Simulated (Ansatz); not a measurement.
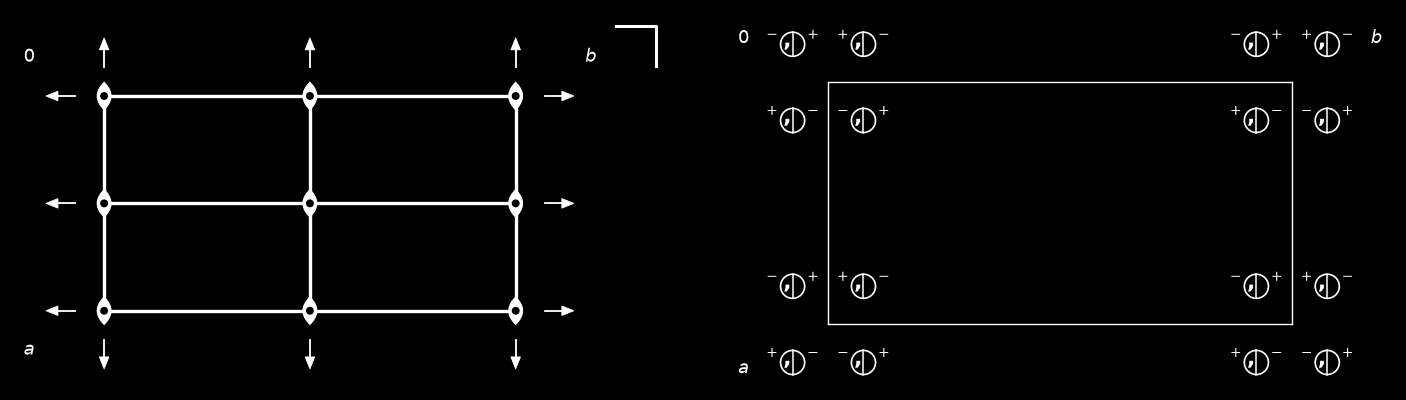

Symmetry elements (left) and general positions (right) of a space group, projected down c, computed from the operations of a computed or model structure of composition Sn3O4.

Symbols follow the International Tables: origin at the upper left, the third axis towards the viewer; heavy, dashed, dotted, dash-dotted and dash-dot-dot lines are mirror, in-plane glide, out-of-plane glide, diagonal (n; with arrows d) and double (e) glide planes seen edge on; arrows at the rim are 2 (full head) and 2₁ (half head) axes in the plane; the corner sign is a plane parallel to the page; fractions are heights. Handed screw axes carry their printed symbol instead of tails.

A circle is a general position, a comma marks the mirror image, + and − with a fraction give the height (along the projection axis: ½+ is ½ plus the coordinate, − is its negative), and a split circle stands for two positions above each other.

### Give the Hermann–Mauguin symbol and number.

Pmmm, No. 47; primitive orthorhombic, point group mmm, 8 general positions a cell.

### List the elements shown.

2 axes along c at (0, 0), (0, 1/2), (1/2, 0), (1/2, 1/2); inversion centres at (0, 0), (0, 1/2), (1/2, 0), (1/2, 1/2); mirror planes normal to a, at x = 0, 1/2; mirror planes normal to b, at y = 0, 1/2; a mirror plane normal to c at height 0; 2 axes along a at height 0; 2 axes along b at height 0. Heights repeat every half period; positions are (a, b) fractions, modulo 1.

### Write the general positions (in any order).

x, y, z
−x, −y, −z
−x, −y, z
x, y, −z
x, −y, −z
−x, y, z
−x, y, −z
x, −y, z
